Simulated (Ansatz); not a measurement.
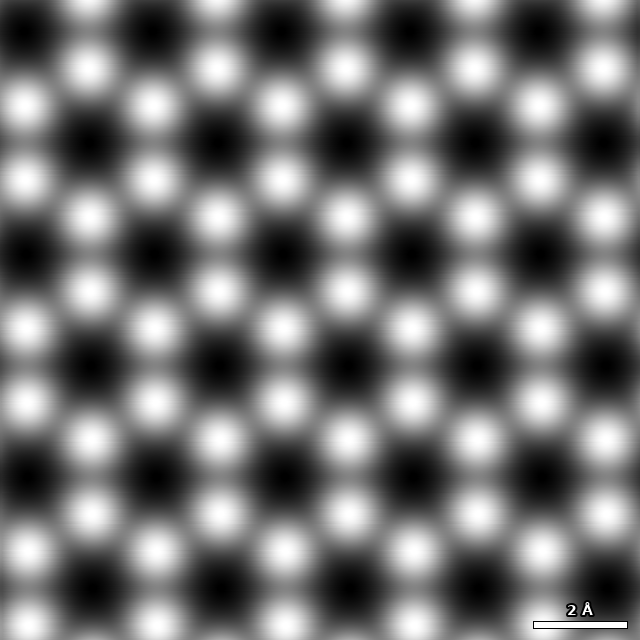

Dark-field STEM-like image of a crystal. Simulated incoherent Z contrast: every atom adds Z^1.7 spread by a probe of 1.03 Å full width; channelling and multiple scattering are left out. The probe carries 25 % of its weight in a tail 2.5 times as wide. The display is stretched by a gamma of 0.65; percentages refer to the linear signal. A slight drift was added.

Question: What two-dimensional lattice does the image show, and how large is its cell?

Answer: The pattern repeats on a hexagonal net with a repeat of 2.8 Å.

Question: What is the plane group of the image?

Answer: p6mm: sixfold points with mirror lines through them.

Question: How many columns does the smallest repeating cell hold, and how many levels of brightness?

Answer: 2 columns in the primitive cell of 6.9 Å², all of one brightness.

The crystal is Pt (P6_3/mmc, No. 194) seen along [001]. Atomic positions: the geometry given to an electronic-structure calculation, possibly off equilibrium; the starting structure was generated, so it need not be a known form of this composition.
